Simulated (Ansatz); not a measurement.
## Band-structure calculation, with input and output: Sn3O4 (part 1 of 2)

System: Sn3O4 (14 atoms in the cell).
Method: DFT r2SCAN, scalar-relativistic, plane waves, PAW, no spin polarisation (Ansatz 0.2.0).

The structure derives from a Materials Project entry. Figures and captions count atoms from 1; the log counts them from 0 in places.

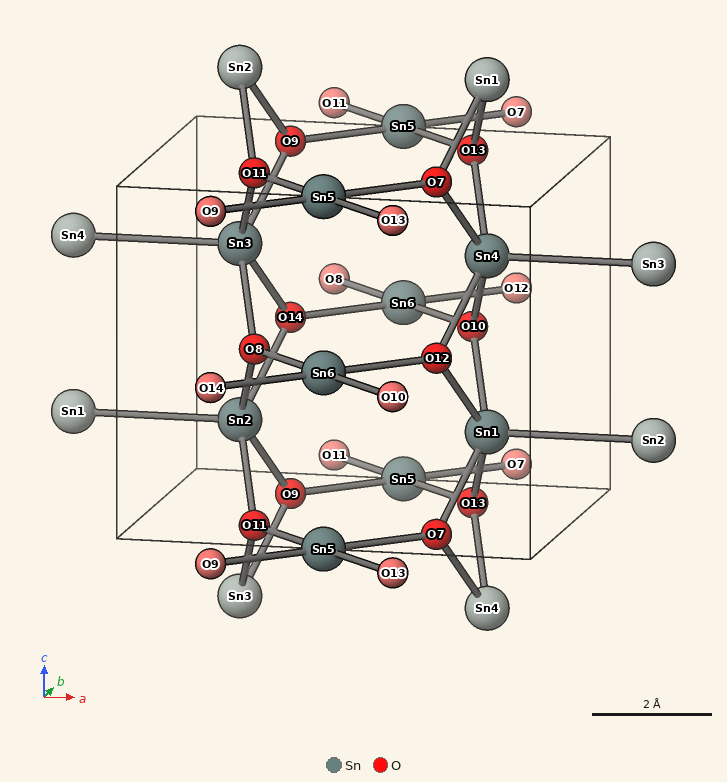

*The input geometry (ball-and-stick view of the cell of the calculation, seen slightly off an axis; neighbours outside the cell are drawn fainter; atoms are numbered from 1 in the order of the input).*

## The input
```yaml
crystal:
  lattice:
    - [7.1964843136, 0.0, 0.0066358109]
    - [0.0, 5.8453674166, 0.0]
    - [-0.006895503, 0.0, 6.0986465819]
  atoms:
    - { symbol: Sn, position: [0.7989685332, 0.5000002816, 0.2500171667] }
    - { symbol: Sn, position: [0.2010314668, 0.5000002816, 0.2499828333] }
    - { symbol: Sn, position: [0.2010314668, 0.4999997184, 0.7499828333] }
    - { symbol: Sn, position: [0.7989685332, 0.4999997184, 0.7500171667] }
    - { symbol: Sn, position: [0.5, 0.0, 0.0] }
    - { symbol: Sn, position: [0.5, 0.0, 0.5] }
    - { symbol: O, position: [0.7200340225, 0.2739681733, 1.0000024878] }
    - { symbol: O, position: [0.2799659775, 0.2739681733, 0.4999975122] }
    - { symbol: O, position: [0.2799659775, 0.7260318267, -2.4878e-06] }
    - { symbol: O, position: [0.7200340225, 0.7260318267, 0.5000024878] }
    - { symbol: O, position: [0.279717676, 0.2737734246, -1.9187e-06] }
    - { symbol: O, position: [0.720282324, 0.2737734246, 0.5000019187] }
    - { symbol: O, position: [0.720282324, 0.7262265754, 1.0000019187] }
    - { symbol: O, position: [0.279717676, 0.7262265754, 0.4999980813] }
basis:
  ecutwfc: 500
kpoints:
  mp_grid: { grid: [6, 6, 6] }
  band_path:
    path:
      - [0.0, 0.0, 0.0]
      - [0.0, 0.5, 0.0]
      - [0.0, 0.5, 0.5]
      - [0.0, 0.0, 0.5]
      - [0.0, 0.0, 0.0]
      - [-0.5, 0.0, 0.5]
      - [-0.5, 0.5, 0.5]
      - [0.0, 0.5, 0.0]
      - [-0.5, 0.5, 0.0]
      - [-0.5, 0.0, 0.0]
      - [0.0, 0.0, 0.0]
    npoints: 10
hamiltonian:
  xc: r2scan
scf:
  occupations: { method: gaussian, width: 0.1 }
  n_extra_bands: 35
output:
  forces: true
  stress: true
  eigenvalues: true
  populations: true
  dos: { projected: true, de: 0.02, nscf_kmesh: { grid: [9, 9, 9] } }
  bader: false
  write_density: true
  write_potential: true
  elf: true
  volumetric_format: npy
```

Launched with:
```bash
ansatz run input.yaml --threads 4 --pin off --max-ram 10240MiB --backend cpu --events-out ev --progress --plain --runs-dir out
```

## The program's output
```
scf.n_extra_bands = 35 over 66 filled bands (N_el = 132.0): the run solves 101 bands
Engine: ansatz 0.2.0, aarch64-unknown-linux-gnu
Pseudopotentials: kind: paw
Pseudopotential: Sn, paw, valence charge 14, recommended cutoff 500 eV (meta_gga), Sn.paw.azcp
Pseudopotential: O, paw, valence charge 6, recommended cutoff 500 eV (meta_gga), O.paw.azcp
Functional definition: r2SCAN
  parameter k0 = 0.174
  parameter k1 = 0.065
  parameter a1 = 4.9479
  exchange = r2scan_x(k0 = k0, k1 = k1, a1 = a1)
  correlation = r2scan_c
Crystal: 14 atoms, lattice volume = 256.547 Å³
Basis set: ecut = 500 eV, 6497 PW (Γ), exchange–correlation on 216×180×180 points (64 copies of the dense FFT grid, shifted against one another)
Bands: 101, of which v1, the nominal top of the filled ones, is band 66 counted from 1 (65 counted from 0)
Symmetry: 4 space group operations
Space group: P2/c (ITA 13), of the structure as read, at distance tolerance 6.4e-5 Å
k-points: 80 of 216
Non-local potential: Sn, projectors of the file, l = 0: 2, l = 1: 2, l = 2: 2, l = 3: 2
Non-local potential: O, projectors of the file, l = 0: 2, l = 1: 2, l = 2: 1
PAW form: soft (Blöchl's): semilocal exchange-correlation on the pseudo side does not see the compensation charge
PAW frozen core: Sn, regenerated for the run's functional (the file was generated under x = pbe(κ = 0.804, μ = 0.2195149727645171), c = pbe(β = 0.06672455060314922))
PAW frozen core: O, regenerated for the run's functional (the file was generated under x = pbe(κ = 0.804, μ = 0.2195149727645171), c = pbe(β = 0.06672455060314922))
PAW one-centre angular grid: Sn, 590 points (default); XC on 249 of its mesh's 2787 points in the sphere
PAW one-centre angular grid: O, 302 points (default); XC on 160 Gauss nodes
Initial density: superposition of atomic densities (neutral atoms: chi_scale 0, normalization atom), corrected by the library's trained network
Initial wavefunctions: pseudopotential atomic-orbital guess
Functional: x = r2scan, c = r2scan; τ floored in thin density (d = 2e-4 eV/Å³)
SCF iter   1: F=—  HF=-40777.204952 eV  |F-HF|=—  |Δ(HF+E_count)|=         —  Δρ=9.86e-3  dr2=2.45e-1  dr2_τ=4.25e-1  ethr=1.77e-3  ⟨swp⟩=5.1  Hψ=33879  notcnv=0  defer=1471
preconditioner: auto → none  [metal: Δε(μ)=0.074 eV  Ē_g=22.584 eV  σ=0.100 eV  W_gap=0.40  n_scr=64 (ndim 8)  ℏωp=26.6 eV  f_vac=0.166  D(μ)=0.23/eV (n_scr^D=0)  sad-step TF]
SCF iter   2: F=—  HF=-40777.433831 eV  |F-HF|=—  |Δ(HF+E_count)|=   2.29e-1  Δρ=6.10e-3  dr2=9.19e-2  dr2_τ=2.80e-3  ethr=1.86e-4  ⟨swp⟩=2.0  Hψ=12608  notcnv=0  defer=2282
SCF iter   3: F=—  HF=-40777.437309 eV  |F-HF|=—  |Δ(HF+E_count)|=   3.48e-3  Δρ=2.13e-3  dr2=3.03e-2  dr2_τ=1.19e-3  ethr=6.96e-5  ⟨swp⟩=2.0  Hψ=8503  notcnv=0  defer=2282
SCF iter   4: F=—  HF=-40777.429649 eV  |F-HF|=—  |Δ(HF+E_count)|=   7.66e-3  Δρ=5.97e-4  dr2=3.05e-3  dr2_τ=7.43e-5  ethr=2.29e-5  ⟨swp⟩=2.8  Hψ=12240  notcnv=0  defer=2281
SCF iter   5: F=—  HF=-40777.429091 eV  |F-HF|=—  |Δ(HF+E_count)|=   5.57e-4  Δρ=2.44e-4  dr2=1.25e-4  dr2_τ=1.00e-5  ethr=2.31e-6  ⟨swp⟩=2.4  Hψ=10961  notcnv=0  defer=2281
SCF iter   6: F=—  HF=-40777.429151 eV  |F-HF|=—  |Δ(HF+E_count)|=   6.03e-5  Δρ=1.10e-4  dr2=4.21e-5  dr2_τ=2.47e-6  ethr=9.50e-8  ⟨swp⟩=2.2  Hψ=10915  notcnv=0  defer=2281
SCF iter   7: F=—  HF=-40777.429182 eV  |F-HF|=—  |Δ(HF+E_count)|=   3.07e-5  Δρ=2.29e-5  dr2=1.39e-6  dr2_τ=3.06e-8  ethr=3.19e-8  ⟨swp⟩=3.0  Hψ=11567  notcnv=0  defer=2281
SCF iter   8: F=-40777.429182 eV  HF=-40777.429182 eV  |F-HF|=2.43e-8  |Δ(HF+E_count)|=   8.36e-8  Δρ=5.34e-6  dr2=5.79e-8  dr2_τ=6.33e-9  ethr=7.58e-11  ⟨swp⟩=18.9  Hψ=79040  notcnv=0
SCF 1 converged in 8 iterations: F = -40777.429182 eV  dr2 = 5.79e-8
  greatest PAW one-centre occupation: 0.995 electrons in one spin orbital (limit 2), on the Sn atom at site 3 (counted from 0), in its partial waves of l = 2
```

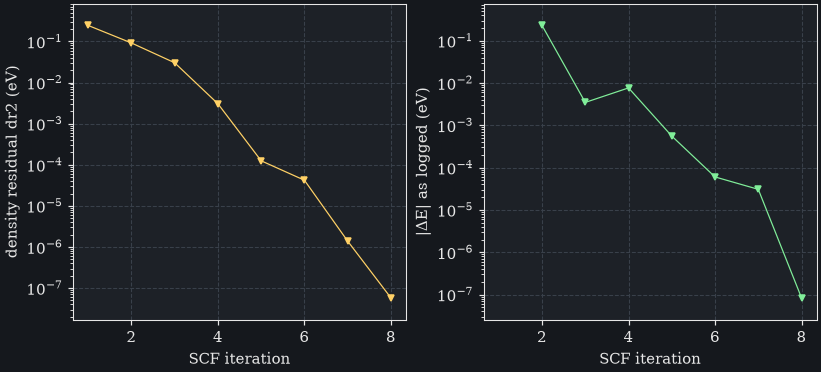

*Convergence of the self-consistent field: density residual dr2 and size of the energy change against the SCF iteration.*

The residual falls at every step.

```
NSCF: frozen V_eff on 101 k-points
NSCF: frozen V_eff on 205 k-points
SCF converged after 8 iterations
Free energy (F): -40777.429182 eV
Harris-Foulkes:  -40777.429182 eV  (|F-HF|=2.43e-8)
Internal energy: -40777.428089 eV  (E = F + TS)
E sigma→0 (E₀):  -40777.428635 eV
Entropy (-TS):   -0.001094 eV (-0.078 meV/atom)
Fermi energy:    6.921295 eV
--- Per-component energies (eV) ---
  E_band       = -947.219332
  E_kinetic    = 2521.879399
  E_local      = -10868.640057  (includes V_loc(G=0)·N_el)
  E_nonlocal   = 192.577971
  E_hartree    = 5550.646489
  E_xc         = -2818.921970
  E_vxc        = -1451.807674  (∫ρ·V_xc dr)
  E_paw        = -26272.594050  (= ΣΔE_a)
  E_vpaw       = -2535.506131  (= ΣTr[D̂ρ^β])
  E_aug_tail   = 0.007972  (compensation charges beyond the density's cutoff)
  E_vtau       = 92.977375  (kinetic-family band-sum trace: ∫τ·v_τ [+ j·A + Jᵃ·Aᵃ] dr)
  E_ewald      = -9086.540234
  E_core_change = 4.156392  (= ΣΔE_core)
  E_smearing   = -0.001094  (= −TS)
  E_closure    = 0.000000  (closes the sum)
  Σ components = -40777.429182   (vs F -40777.429182, Δ=0.00e0)
--- Forces (eV/Å), atoms counted from 1 ---
  atom   1  Sn    -0.22103849     0.00000302    -0.00029005
  atom   2  Sn     0.22103849     0.00000302     0.00029005
  atom   3  Sn     0.22103849    -0.00000302     0.00029005
  atom   4  Sn    -0.22103849    -0.00000302    -0.00029005
  atom   5  Sn    -0.00000000    -0.00000000     0.00000000
  atom   6  Sn     0.00000000     0.00000000     0.00000000
  atom   7  O     -0.01892765     0.30539470    -0.00006167
  atom   8  O      0.01892765     0.30539470     0.00006167
  atom   9  O      0.01892765    -0.30539470     0.00006167
  atom  10  O     -0.01892765    -0.30539470    -0.00006167
  atom  11  O      0.02076087     0.30642411     0.00003448
  atom  12  O     -0.02076087     0.30642411    -0.00003448
  atom  13  O     -0.02076087    -0.30642411    -0.00003448
  atom  14  O      0.02076087    -0.30642411     0.00003448
  max |Σ_I F_I| component: 3.12e-17 eV/Å
--- Stress (GPa, compression-positive) ---
       -3.229385       0.000000       0.009046
        0.000000      -5.117768       0.000000
        0.009046       0.000000      -5.445372
  P = ⅓ Tr σ = -4.5975 GPa (-45.975 kbar)
--- Band table (eV; the first three rows and the last of 80) ---
  k-point 0: bands = ["-16.0229", "-15.9981", "-15.8607", "-15.7070", "-15.5718", "-15.4525", "-15.4040", "-15.4036", "-15.3616", "-15.2878", "-15.2827", "-15.2455", "-15.2158", "-15.2057", "-15.1900", "-15.1803", "-15.1523", "-15.1275", "-15.0487", "-15.0163", "-14.8700", "-14.8498", "-14.7994", "-14.6746", "-14.6728", "-14.6675", "-14.6611", "-14.5450", "-14.5413", "-14.5090", "-12.9116", "-12.6622", "-12.3157", "-12.2528", "-12.1227", "-11.6757", "-10.9018", "-10.5463", "-2.6523", "-1.5910", "-0.5680", "-0.4353", "-0.3058", "0.8547", "1.1648", "1.5370", "1.8254", "1.8852", "2.0061", "2.9918", "3.2784", "3.3367", "3.4741", "3.5192", "3.5593", "4.0278", "4.2544", "4.3634", "4.5620", "4.6146", "4.6776", "4.9725", "5.0413", "5.2370", "6.4982", "6.8210", "6.9521", "7.5692", "9.7616", "9.8159", "10.0132", "10.7168", "11.3011", "12.8575", "13.1725", "13.1983", "13.4568", "13.4854", "14.1952", "14.3320", "14.3747", "15.2802", "15.5653", "15.6447", "15.9133", "15.9675", "16.1983", "16.6797", "17.2512", "17.7169", "17.7554", "18.1400", "18.4819", "18.5483", "18.5983", "18.8738", "18.8930", "19.7472", "20.0904", "20.6239", "21.0094"]
```
